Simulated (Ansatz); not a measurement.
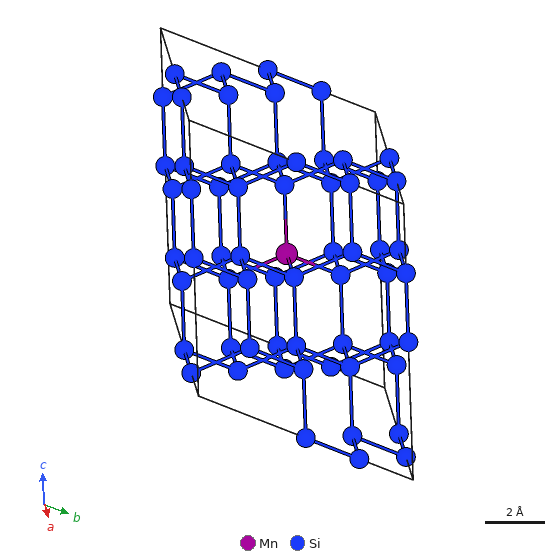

Shown here is a ball-and-stick view of the crystal, taken from a general direction. The frame is the supercell; atoms at its boundary are shown with their periodic copies. The host is Si, in a cell of 32 sites, and the cell is neutral.

Q: How does this supercell depart from the perfect host?

A: Manganese on a silicon site (a substitutional impurity). It is bonded to four Si in a tetrahedral arrangement at about 2.4 Å.

Method used: Ansatz, DFT PBEsol, scalar-relativistic, plane waves, PAW. It ran with a cutoff energy of 420 eV, k-points on a 3×3×3 grid, Gaussian smearing of 0.02 eV, collinear spins.

Q: Is the defect magnetic?

A: Yes, 3.0 μB in the cell.

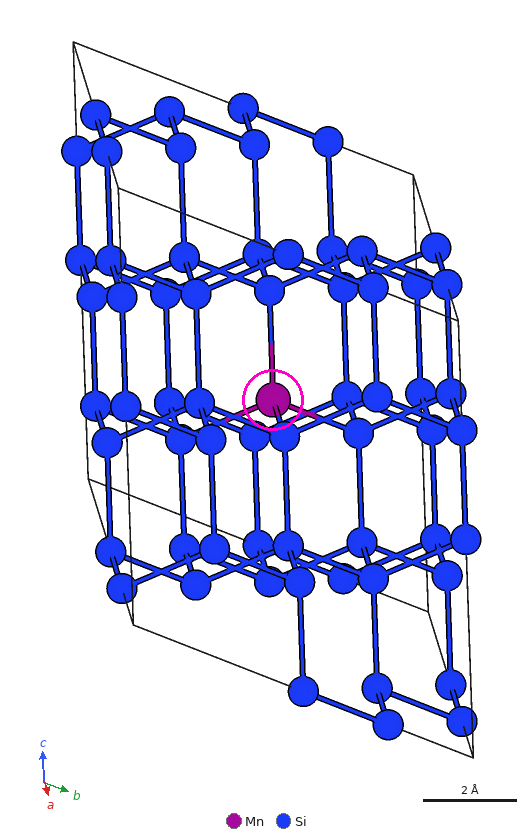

The same cell with a ring at the defect's site.

The atoms were relaxed in the host's cell with Ansatz 0.2.0, DFT PBEsol, scalar-relativistic, plane waves, PAW.
